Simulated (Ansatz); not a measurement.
Bi2Se3: geometry relaxation (part 1 of 3)

The run: geometry relaxation of Bi2Se3 (slab, 10 atoms in the cell). Method and program: DFT PBE+D3(BJ), scalar-relativistic, plane waves, PAW, no spin polarisation (Ansatz 0.2.0).

It belongs to a series of runs on one base structure; here: (0 0 1) slab, atoms relaxed.

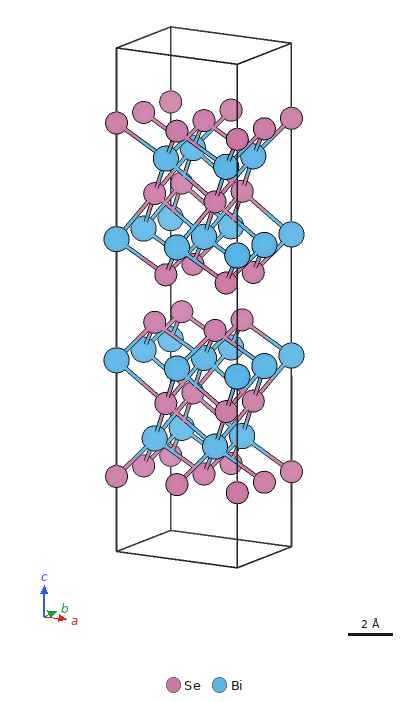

Fig. 1: The starting structure (ball-and-stick view of the 2 × 2 repeat of the cell, with the vacuum cut short, seen slightly off an axis). Near neighbours in the crystal (not all of them lie inside the picture): Se has 3 Bi at 2.86 Å; Bi has 6 Se at 2.86 to 3.07 Å; Se has 6 Bi at 3.07 Å.

## The input
```yaml
crystal:
  lattice:
    - [4.1436098667, 0.0, 0.0]
    - [-2.0718049333, 3.5884714079, 0.0]
    - [0.0, 0.0, 31.4820456484]
  atoms:
    - { symbol: Se, position: [0.0, 0.0, 0.2382310249] }
    - { symbol: Bi, position: [0.3333333333, 0.6666666667, 0.2881749075] }
    - { symbol: Se, position: [0.6666666667, 0.3333333333, 0.3492334489] }
    - { symbol: Bi, position: [0.0, 0.0, 0.4102919903] }
    - { symbol: Se, position: [0.3333333333, 0.6666666667, 0.4602358729] }
    - { symbol: Se, position: [0.6666666667, 0.3333333333, 0.5397641271] }
    - { symbol: Bi, position: [0.0, 0.0, 0.5897080097] }
    - { symbol: Se, position: [0.3333333333, 0.6666666667, 0.6507665511] }
    - { symbol: Bi, position: [0.6666666667, 0.3333333333, 0.7118250925] }
    - { symbol: Se, position: [0.0, 0.0, 0.7617689751] }
basis:
  ecutwfc: 420
kpoints:
  mp_grid: { grid: [9, 9, 1] }
hamiltonian:
  xc: pbe
  dispersion: d3bj
scf:
  occupations: { method: gaussian, width: 0.05 }
output:
  forces: true
  eigenvalues: true
  write_density: true
  write_potential: true
  elf: true
  volumetric_format: npy
relax:
  adjacent_minimum: "off"
  f_tol: 0.02
  max_steps: 60
efield:
  axis: 3
  dipole_correction: true
  ramp_width: 0.04
```

Launch command:
```bash
ansatz run input.yaml --threads 8 --pin off --max-ram 14336MiB --backend cpu --events-out ev --progress --plain --runs-dir out
```

## Log
```
Engine: ansatz 0.2.0, x86_64-unknown-linux-gnu
Pseudopotentials: kind: paw
Pseudopotential: Se, paw, valence charge 16, recommended cutoff 420 eV (normal), Se.paw.azcp
Pseudopotential: Bi, paw, valence charge 15, recommended cutoff 420 eV (normal), Bi.paw.azcp
Functional definition: PBE
  parameter kappa = 0.804
  parameter beta = 0.06672455060314922
  exchange = pbe_x(kappa = kappa, mu = beta*pi^2/3)
  correlation = pbe_c(beta = beta)
Crystal: 10 atoms, lattice volume = 468.114 Å³
Basis set: ecut = 420 eV, 9021 PW (Γ), exchange–correlation on 60×60×432 points (8 copies of the dense FFT grid, shifted against one another)
Bands: 94, of which v1, the nominal top of the filled ones, is band 78 counted from 1 (77 counted from 0)
Symmetry: 6 space group operations
k-points: 12 of 81 (time reversal used)
Non-local potential: Se, projectors of the file, l = 0: 2, l = 1: 2, l = 2: 3, l = 3: 1
Non-local potential: Bi, projectors of the file, l = 0: 2, l = 1: 2, l = 2: 2, l = 3: 2
PAW form: soft (Blöchl's): semilocal exchange-correlation on the pseudo side does not see the compensation charge
PAW one-centre angular grid: Se, 590 points (default); XC on 64 Gauss nodes
PAW one-centre angular grid: Bi, 590 points (default); XC on 64 Gauss nodes
Initial density: superposition of atomic densities (neutral atoms: chi_scale 0, normalization atom), corrected by the library's trained network
Initial wavefunctions: pseudopotential atomic-orbital guess
Functional: x = pbe(κ = 0.804, μ = 0.2195149727645171), c = pbe(β = 0.06672455060314922)
SCF iter   1: F=—  HF=-82408.063808 eV  |F-HF|=—  |Δ(HF+E_count)|=         —  Δρ=9.82e-4  dr2=1.37e-2  ethr=1.77e-3  p=0.000 e·Å  D=2.08e-13 V/Å  ΔV_dip=-0.00 eV  dr2_dipole=5.88e-8  V_vac-E_F(+/−)=5.42/5.42 eV  ⟨swp⟩=7.4  Hψ=4623  notcnv=0  defer=21
efield: sawtooth ramp at fractional position 0.9800 (placed from the atoms, in the widest stretch of the axis that holds none; the zero of the levels goes with the place), width 0.0400; the density the first Hamiltonian is built on has a dipole p = 0.000 e·Å; the dipole correction subtracts the counter field D = 2.08e-13 V/Å, which shifts the + side's vacuum level by -0.00 eV against the − side's; the planar-averaged density in the ramp window peaks in size at 1.4e-5 e/Å³
preconditioner: auto → Resta (q_TF=auto, 2.272 Å⁻¹)  ε∞=2.9  [insulator: Δε(μ)=0.502 eV  Ē_g=9.274 eV  σ=0.050 eV  W_gap=1.00  n_scr=112 (ndim 8)  ℏωp=12.8 eV  f_vac=0.396  D(μ)=0.00/eV (n_scr^D=0)  ε∞_Penn≈2.9  vacuum switching on, ρ_ref=6.2e-3 e/Å³]
SCF iter   2: F=—  HF=-82408.064950 eV  |F-HF|=—  |Δ(HF+E_count)|=   1.14e-3  Δρ=7.34e-4  dr2=4.11e-2  ethr=8.81e-6  p=0.000 e·Å  D=3.79e-5 V/Å  ΔV_dip=-0.00 eV  dr2_dipole=6.08e-7  V_vac-E_F(+/−)=5.48/5.48 eV  ⟨swp⟩=3.3  Hψ=2323  notcnv=0  defer=68
SCF iter   3: F=—  HF=-82408.063393 eV  |F-HF|=—  |Δ(HF+E_count)|=   1.56e-3  Δρ=4.31e-4  dr2=9.57e-3  ethr=8.81e-6  p=-0.000 e·Å  D=-1.60e-5 V/Å  ΔV_dip=0.00 eV  dr2_dipole=2.34e-7  V_vac-E_F(+/−)=5.38/5.38 eV  ⟨swp⟩=2.0  Hψ=1264  notcnv=0  defer=68
SCF iter   4: F=—  HF=-82408.063496 eV  |F-HF|=—  |Δ(HF+E_count)|=   1.02e-4  Δρ=1.90e-4  dr2=7.90e-4  ethr=6.14e-6  p=0.000 e·Å  D=1.02e-5 V/Å  ΔV_dip=-0.00 eV  dr2_dipole=9.59e-8  V_vac-E_F(+/−)=5.39/5.39 eV  ⟨swp⟩=1.0  Hψ=1098  notcnv=0  defer=63
SCF iter   5: F=—  HF=-82408.063619 eV  |F-HF|=—  |Δ(HF+E_count)|=   1.23e-4  Δρ=5.72e-5  dr2=6.23e-5  ethr=5.06e-7  p=-0.000 e·Å  D=-1.08e-4 V/Å  ΔV_dip=0.00 eV  dr2_dipole=8.61e-6  V_vac-E_F(+/−)=5.39/5.38 eV  ⟨swp⟩=1.8  Hψ=1116  notcnv=0  defer=64
SCF iter   6: F=—  HF=-82408.063643 eV  |F-HF|=—  |Δ(HF+E_count)|=   2.34e-5  Δρ=4.36e-5  dr2=1.11e-4  ethr=4.00e-8  p=0.001 e·Å  D=3.72e-4 V/Å  ΔV_dip=-0.01 eV  dr2_dipole=9.52e-5  V_vac-E_F(+/−)=5.38/5.39 eV  ⟨swp⟩=2.0  Hψ=1236  notcnv=0  defer=64
SCF iter   7: F=—  HF=-82408.063638 eV  |F-HF|=—  |Δ(HF+E_count)|=   5.12e-6  Δρ=2.63e-5  dr2=3.11e-5  ethr=4.00e-8  p=-0.001 e·Å  D=-2.09e-4 V/Å  ΔV_dip=0.01 eV  dr2_dipole=2.76e-5  V_vac-E_F(+/−)=5.39/5.38 eV  ⟨swp⟩=2.0  Hψ=1189  notcnv=0  defer=64
SCF iter   8: F=-82408.063634 eV  HF=-82408.063635 eV  |F-HF|=1.04e-6  |Δ(HF+E_count)|=   2.06e-6  Δρ=1.02e-5  dr2=1.49e-6  ethr=6.41e-9  p=-0.000 e·Å  D=-3.81e-5 V/Å  ΔV_dip=0.00 eV  dr2_dipole=1.00e-6  V_vac-E_F(+/−)=5.38/5.38 eV  ⟨swp⟩=19.2  Hψ=10774  notcnv=0
SCF 1 converged in 8 iterations: F = -82408.063634 eV  dr2 = 1.49e-6
  greatest PAW one-centre occupation: 1.000 electrons in one spin orbital (limit 2), on the Se atom at site 4 (counted from 0), in its partial waves of l = 2
relax step   1: F+E_penalty+E_count = -82408.06363440 eV  Δ(F+E_penalty+E_count) = +0.000e0 eV  max|allowed force component| = 4.918e-2 eV/Å  Δτ_max = 0.0000 Å  (8 SCF iters, dr2 threshold 1.00e-5 eV, accepted)
Initial density: handed on by an earlier stage of this run
Initial wavefunctions: those handed on with the density
iter 1 solved again at ethr=4.40e-6 eV; its pass at ethr=3.10e-3 eV (dr2=6.86e-3 eV) is discarded
SCF iter   1: F=—  HF=-82408.063780 eV  |F-HF|=—  |Δ(HF+E_count)|=         —  Δρ=3.75e-4  dr2=6.71e-3  ethr=4.40e-6  p=-0.000 e·Å  D=-3.81e-5 V/Å  ΔV_dip=0.00 eV  dr2_dipole=3.37e-6  V_vac-E_F(+/−)=5.38/5.38 eV  ⟨swp⟩=2.0  Hψ=3007  notcnv=0  defer=112
efield: sawtooth ramp at fractional position 0.9800 (handed on by an earlier solve), width 0.0400; the density the first Hamiltonian is built on has a dipole p = -0.000 e·Å; the dipole correction subtracts the counter field D = -3.81e-5 V/Å, which shifts the + side's vacuum level by +0.00 eV against the − side's; the planar-averaged density in the ramp window peaks in size at 1.4e-6 e/Å³
preconditioner: auto → Resta (q_TF=auto, 2.272 Å⁻¹)  ε∞=2.9  [insulator: Δε(μ)=0.519 eV  Ē_g=9.277 eV  σ=0.050 eV  W_gap=1.00  n_scr=112 (ndim 8)  ℏωp=12.8 eV  f_vac=0.395  D(μ)=0.00/eV (n_scr^D=0)  ε∞_Penn≈2.9  vacuum switching on, ρ_ref=6.2e-3 e/Å³]
SCF iter   2: F=—  HF=-82408.064685 eV  |F-HF|=—  |Δ(HF+E_count)|=   9.04e-4  Δρ=5.99e-4  dr2=2.46e-2  ethr=4.30e-6  p=0.001 e·Å  D=2.41e-4 V/Å  ΔV_dip=-0.01 eV  dr2_dipole=2.96e-5  V_vac-E_F(+/−)=5.30/5.30 eV  ⟨swp⟩=2.0  Hψ=1198  notcnv=0  defer=112  recentre
SCF iter   3: F=—  HF=-82408.063412 eV  |F-HF|=—  |Δ(HF+E_count)|=   1.27e-3  Δρ=2.66e-4  dr2=1.75e-3  ethr=4.30e-6  p=-0.000 e·Å  D=-2.94e-5 V/Å  ΔV_dip=0.00 eV  dr2_dipole=2.46e-6  V_vac-E_F(+/−)=5.37/5.37 eV  ⟨swp⟩=2.0  Hψ=1175  notcnv=0  defer=112
SCF iter   4: F=—  HF=-82408.063299 eV  |F-HF|=—  |Δ(HF+E_count)|=   1.13e-4  Δρ=1.60e-4  dr2=1.91e-4  ethr=1.12e-6  p=0.000 e·Å  D=1.20e-4 V/Å  ΔV_dip=-0.00 eV  dr2_dipole=5.21e-6  V_vac-E_F(+/−)=5.35/5.36 eV  ⟨swp⟩=1.2  Hψ=1019  notcnv=0  defer=112
SCF iter   5: F=—  HF=-82408.063292 eV  |F-HF|=—  |Δ(HF+E_count)|=   7.00e-6  Δρ=4.01e-5  dr2=3.53e-5  ethr=1.22e-7  p=-0.000 e·Å  D=-1.88e-4 V/Å  ΔV_dip=0.01 eV  dr2_dipole=3.13e-5  V_vac-E_F(+/−)=5.36/5.35 eV  ⟨swp⟩=2.0  Hψ=1297  notcnv=0  defer=112
SCF iter   6: F=—  HF=-82408.063536 eV  |F-HF|=—  |Δ(HF+E_count)|=   2.43e-4  Δρ=3.03e-5  dr2=7.89e-6  ethr=2.26e-8  p=0.000 e·Å  D=1.10e-4 V/Å  ΔV_dip=-0.00 eV  dr2_dipole=4.28e-6  V_vac-E_F(+/−)=5.35/5.36 eV  ⟨swp⟩=1.1  Hψ=1129  notcnv=0  defer=112
SCF iter   7: F=—  HF=-82408.063536 eV  |F-HF|=—  |Δ(HF+E_count)|=   8.37e-7  Δρ=1.32e-5  dr2=7.46e-7  ethr=5.06e-9  p=0.000 e·Å  D=4.68e-5 V/Å  ΔV_dip=-0.00 eV  dr2_dipole=1.84e-7  V_vac-E_F(+/−)=5.35/5.36 eV  ⟨swp⟩=2.0  Hψ=1229  notcnv=0  defer=112
SCF iter   8: F=-82408.063537 eV  HF=-82408.063537 eV  |F-HF|=6.53e-8  |Δ(HF+E_count)|=   5.95e-7  Δρ=4.40e-6  dr2=7.85e-8  ethr=6.41e-11  p=0.000 e·Å  D=3.26e-5 V/Å  ΔV_dip=-0.00 eV  dr2_dipole=6.31e-9  V_vac-E_F(+/−)=5.35/5.36 eV  ⟨swp⟩=16.4  Hψ=9588  notcnv=0
SCF 2 converged in 8 iterations: F = -82408.063537 eV  dr2 = 7.85e-8
relax step   2: F+E_penalty+E_count = -82408.06353708 eV  Δ(F+E_penalty+E_count) = +9.732e-5 eV  max|allowed force component| = 5.616e-2 eV/Å  Δτ_max = 0.0198 Å  (8 SCF iters, rejected (line search))
SCF iter   1: F=—  HF=-82408.063845 eV  |F-HF|=—  |Δ(HF+E_count)|=         —  Δρ=3.74e-4  dr2=6.61e-3  ethr=4.30e-5  p=0.000 e·Å  D=3.26e-5 V/Å  ΔV_dip=-0.00 eV  dr2_dipole=8.36e-7  V_vac-E_F(+/−)=5.36/5.36 eV  ⟨swp⟩=2.9  Hψ=1825  notcnv=0  defer=112
efield: sawtooth ramp at fractional position 0.9800 (handed on by an earlier solve), width 0.0400; the density the first Hamiltonian is built on has a dipole p = 0.000 e·Å; the dipole correction subtracts the counter field D = 3.26e-5 V/Å, which shifts the + side's vacuum level by -0.00 eV against the − side's; the planar-averaged density in the ramp window peaks in size at 2.2e-6 e/Å³
preconditioner: auto → Resta (q_TF=auto, 2.272 Å⁻¹)  ε∞=2.9  [insulator: Δε(μ)=0.508 eV  Ē_g=9.283 eV  σ=0.050 eV  W_gap=1.00  n_scr=112 (ndim 8)  ℏωp=12.8 eV  f_vac=0.396  D(μ)=0.00/eV (n_scr^D=0)  ε∞_Penn≈2.9  vacuum switching on, ρ_ref=6.2e-3 e/Å³]
SCF iter   2: F=—  HF=-82408.064715 eV  |F-HF|=—  |Δ(HF+E_count)|=   8.69e-4  Δρ=5.97e-4  dr2=2.40e-2  ethr=4.23e-6  p=-0.000 e·Å  D=-1.06e-4 V/Å  ΔV_dip=0.00 eV  dr2_dipole=7.30e-6  V_vac-E_F(+/−)=5.44/5.43 eV  ⟨swp⟩=1.2  Hψ=1327  notcnv=0  defer=112
SCF iter   3: F=—  HF=-82408.063437 eV  |F-HF|=—  |Δ(HF+E_count)|=   1.28e-3  Δρ=2.09e-4  dr2=1.26e-3  ethr=4.23e-6  p=0.000 e·Å  D=4.56e-5 V/Å  ΔV_dip=-0.00 eV  dr2_dipole=1.41e-6  V_vac-E_F(+/−)=5.37/5.38 eV  ⟨swp⟩=2.0  Hψ=1185  notcnv=0  defer=112
SCF iter   4: F=—  HF=-82408.063404 eV  |F-HF|=—  |Δ(HF+E_count)|=   3.29e-5  Δρ=1.17e-4  dr2=3.24e-4  ethr=8.09e-7  p=-0.000 e·Å  D=-8.64e-5 V/Å  ΔV_dip=0.00 eV  dr2_dipole=4.85e-6  V_vac-E_F(+/−)=5.38/5.38 eV  ⟨swp⟩=2.0  Hψ=1148  notcnv=0  defer=112
SCF iter   5: F=—  HF=-82408.063379 eV  |F-HF|=—  |Δ(HF+E_count)|=   2.52e-5  Δρ=3.47e-5  dr2=1.99e-5  ethr=2.08e-7  p=0.000 e·Å  D=1.46e-4 V/Å  ΔV_dip=-0.00 eV  dr2_dipole=1.42e-5  V_vac-E_F(+/−)=5.38/5.38 eV  ⟨swp⟩=2.0  Hψ=1149  notcnv=0  defer=112
SCF iter   6: F=—  HF=-82408.063639 eV  |F-HF|=—  |Δ(HF+E_count)|=   2.60e-4  Δρ=2.90e-5  dr2=4.24e-5  ethr=1.27e-8  p=-0.001 e·Å  D=-2.58e-4 V/Å  ΔV_dip=0.01 eV  dr2_dipole=4.39e-5  V_vac-E_F(+/−)=5.39/5.38 eV  ⟨swp⟩=2.0  Hψ=1263  notcnv=0  defer=112
SCF iter   7: F=—  HF=-82408.063636 eV  |F-HF|=—  |Δ(HF+E_count)|=   2.98e-6  Δρ=1.09e-5  dr2=3.96e-7  ethr=1.27e-8  p=-0.000 e·Å  D=-8.38e-6 V/Å  ΔV_dip=0.00 eV  dr2_dipole=4.57e-8  V_vac-E_F(+/−)=5.38/5.38 eV  ⟨swp⟩=1.9  Hψ=1119  notcnv=0  defer=112
iter 8 did not close the SCF: its close was put off until two iterations running show no level that it waits for move by more than its bar (scf_convergence_deferred on its scf_iter line)
SCF iter   8: F=-82408.063636 eV  HF=-82408.063636 eV  |F-HF|=3.50e-8  |Δ(HF+E_count)|=   4.25e-7  Δρ=2.71e-6  dr2=3.12e-8  ethr=6.41e-11  p=-0.000 e·Å  D=-1.18e-6 V/Å  ΔV_dip=0.00 eV  dr2_dipole=1.09e-9  V_vac-E_F(+/−)=5.38/5.38 eV  ⟨swp⟩=18.6  Hψ=9395  notcnv=0
iter 9 did not close the SCF: its close was put off until two iterations running show no level that it waits for move by more than its bar (scf_convergence_deferred on its scf_iter line)
SCF iter   9: F=-82408.063636 eV  HF=-82408.063636 eV  |F-HF|=3.17e-9  |Δ(HF+E_count)|=   4.34e-8  Δρ=6.79e-7  dr2=2.32e-9  ethr=2.00e-11  p=0.000 e·Å  D=1.55e-7 V/Å  ΔV_dip=-0.00 eV  dr2_dipole=2.34e-11  V_vac-E_F(+/−)=5.38/5.38 eV  ⟨swp⟩=7.5  Hψ=7527  notcnv=0
SCF iter  10: F=-82408.063636 eV  HF=-82408.063636 eV  |F-HF|=3.35e-10  |Δ(HF+E_count)|=   3.57e-9  Δρ=2.55e-7  dr2=4.39e-10  ethr=1.49e-12  p=-0.000 e·Å  D=-6.85e-8 V/Å  ΔV_dip=0.00 eV  dr2_dipole=1.41e-11  V_vac-E_F(+/−)=5.38/5.38 eV  ⟨swp⟩=6.3  Hψ=6572  notcnv=0
SCF 3 converged in 10 iterations: F = -82408.063636 eV  dr2 = 4.39e-10
  greatest PAW one-centre occupation: 1.000 electrons in one spin orbital (limit 2), on the Se atom at site 5 (counted from 0), in its partial waves of l = 2
relax step   3: F+E_penalty+E_count = -82408.06363647 eV  Δ(F+E_penalty+E_count) = -2.064e-6 eV  max|allowed force component| = 4.889e-2 eV/Å  Δτ_max = 0.0000 Å  (10 SCF iters, accepted)
SCF iter   1: F=—  HF=-82408.063767 eV  |F-HF|=—  |Δ(HF+E_count)|=         —  Δρ=3.75e-4  dr2=6.88e-3  ethr=4.19e-5  p=-0.000 e·Å  D=-6.85e-8 V/Å  ΔV_dip=0.00 eV  dr2_dipole=1.88e-11  V_vac-E_F(+/−)=5.38/5.38 eV  ⟨swp⟩=2.9  Hψ=1824  notcnv=0  defer=112
efield: sawtooth ramp at fractional position 0.9800 (handed on by an earlier solve), width 0.0400; the density the first Hamiltonian is built on has a dipole p = -0.000 e·Å; the dipole correction subtracts the counter field D = -6.85e-8 V/Å, which shifts the + side's vacuum level by +0.00 eV against the − side's; the planar-averaged density in the ramp window peaks in size at 1.4e-6 e/Å³
SCF iter   2: F=—  HF=-82408.064746 eV  |F-HF|=—  |Δ(HF+E_count)|=   9.80e-4  Δρ=6.11e-4  dr2=2.59e-2  ethr=4.41e-6  p=0.000 e·Å  D=6.17e-7 V/Å  ΔV_dip=-0.00 eV  dr2_dipole=1.92e-10  V_vac-E_F(+/−)=5.30/5.30 eV  ⟨swp⟩=1.2  Hψ=1326  notcnv=0  defer=112  recentre
SCF iter   3: F=—  HF=-82408.063410 eV  |F-HF|=—  |Δ(HF+E_count)|=   1.34e-3  Δρ=2.65e-4  dr2=1.70e-3  ethr=4.41e-6  p=-0.000 e·Å  D=-6.33e-8 V/Å  ΔV_dip=0.00 eV  dr2_dipole=8.72e-12  V_vac-E_F(+/−)=5.37/5.37 eV  ⟨swp⟩=2.0  Hψ=1177  notcnv=0  defer=112
SCF iter   4: F=—  HF=-82408.063300 eV  |F-HF|=—  |Δ(HF+E_count)|=   1.10e-4  Δρ=1.60e-4  dr2=1.86e-4  ethr=1.09e-6  p=0.000 e·Å  D=1.30e-7 V/Å  ΔV_dip=-0.00 eV  dr2_dipole=2.17e-11  V_vac-E_F(+/−)=5.35/5.35 eV  ⟨swp⟩=1.2  Hψ=1019  notcnv=0  defer=112
SCF iter   5: F=—  HF=-82408.063302 eV  |F-HF|=—  |Δ(HF+E_count)|=   1.68e-6  Δρ=3.43e-5  dr2=6.01e-6  ethr=1.19e-7  p=-0.000 e·Å  D=-6.31e-7 V/Å  ΔV_dip=0.00 eV  dr2_dipole=2.16e-10  V_vac-E_F(+/−)=5.35/5.35 eV  ⟨swp⟩=2.0  Hψ=1304  notcnv=0  defer=112
SCF iter   6: F=—  HF=-82408.063539 eV  |F-HF|=—  |Δ(HF+E_count)|=   2.37e-4  Δρ=1.12e-5  dr2=1.29e-6  ethr=3.85e-9  p=0.000 e·Å  D=4.28e-6 V/Å  ΔV_dip=-0.00 eV  dr2_dipole=1.22e-8  V_vac-E_F(+/−)=5.35/5.35 eV  ⟨swp⟩=2.9  Hψ=2020  notcnv=0  defer=112
SCF iter   7: F=—  HF=-82408.063540 eV  |F-HF|=—  |Δ(HF+E_count)|=   3.52e-7  Δρ=4.65e-6  dr2=3.10e-7  ethr=8.30e-10  p=-0.000 e·Å  D=-1.98e-5 V/Å  ΔV_dip=0.00 eV  dr2_dipole=2.61e-7  V_vac-E_F(+/−)=5.35/5.35 eV  ⟨swp⟩=2.0  Hψ=1198  notcnv=0  defer=112
SCF iter   8: F=—  HF=-82408.063540 eV  |F-HF|=—  |Δ(HF+E_count)|=   2.84e-7  Δρ=5.68e-6  dr2=2.47e-6  ethr=6.41e-11  p=0.000 e·Å  D=6.31e-5 V/Å  ΔV_dip=-0.00 eV  dr2_dipole=2.63e-6  V_vac-E_F(+/−)=5.35/5.36 eV  ⟨swp⟩=17.7  Hψ=9054  notcnv=0  recentre
SCF iter   9: F=-82408.063540 eV  HF=-82408.063540 eV  |F-HF|=3.07e-9  |Δ(HF+E_count)|=   2.11e-7  Δρ=1.08e-6  dr2=6.37e-9  ethr=6.41e-11  p=-0.000 e·Å  D=-1.43e-6 V/Å  ΔV_dip=0.00 eV  dr2_dipole=1.39e-9  V_vac-E_F(+/−)=5.35/5.35 eV  ⟨swp⟩=9.1  Hψ=7867  notcnv=0
SCF 4 converged in 9 iterations: F = -82408.063540 eV  dr2 = 6.37e-9
relax step   4: F+E_penalty+E_count = -82408.06353973 eV  Δ(F+E_penalty+E_count) = +9.674e-5 eV  max|allowed force component| = 5.555e-2 eV/Å  Δτ_max = 0.0197 Å  (9 SCF iters, rejected (line search))
```
